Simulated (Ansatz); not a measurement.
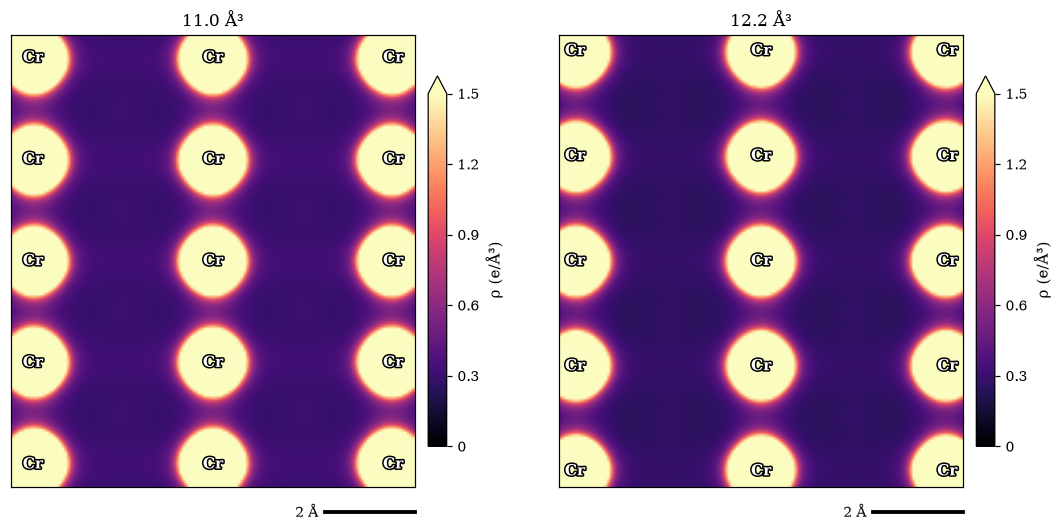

Cr. The valence charge density (pseudo) of cells scaled evenly to different volumes (given per atom above each panel), on the (11̄0) plane of each (indices in the axes of the cell below), at one length scale and on one colour scale.

A structure from a database of computed crystals, not necessarily the ambient phase; the program warned that a starting moment wasn't kept; spin-polarised, but the moments vanished.

All numbers below come from Kohn-Sham DFT of a periodic cell, PBEsol, Ansatz PAW in Ansatz 0.2.0.

Core electrons are frozen (PAW), and the valence fields are smoothed inside the atomic spheres.

The largest cell:

```cif
data_structure
_symmetry_space_group_name_H-M 'P 1'
_symmetry_Int_Tables_number 1
_cell_length_a 2.7740
_cell_length_b 2.7740
_cell_length_c 4.1440
_cell_angle_alpha 90.000
_cell_angle_beta 90.000
_cell_angle_gamma 130.128
_cell_volume 24.38
loop_
_atom_site_label
_atom_site_type_symbol
_atom_site_fract_x
_atom_site_fract_y
_atom_site_fract_z
_atom_site_occupancy
Cr1 Cr 0.87053 0.12947 0.75000 1
Cr2 Cr 0.12947 0.87053 0.25000 1
```

| volume (Å³/atom) | Cr–Cr contact in the plane (Å) | ρ at its midpoint (e/Å³) | pressure (GPa) | 
| --- | --- | --- | --- |
| 11.04 | 2.263 | 0.538 | 9.4 | 
| 11.96 | 2.324 | ? | ? | 
| 12.19 | 2.339 | 0.470 | −14.8 | 

**What values belong in the row with question marks?**

Over the known rows ln ρ falls by 1.78 per Å of Cr–Cr distance (the line through the two), which gives 0.483 e/Å³ at 2.324 Å; the calculation gives 0.483 e/Å³. For the pressure, a straight line in volume between the neighbouring rows gives −10.0 GPa; the calculation gives −10.9, lower because pressure rises ever faster on compression.
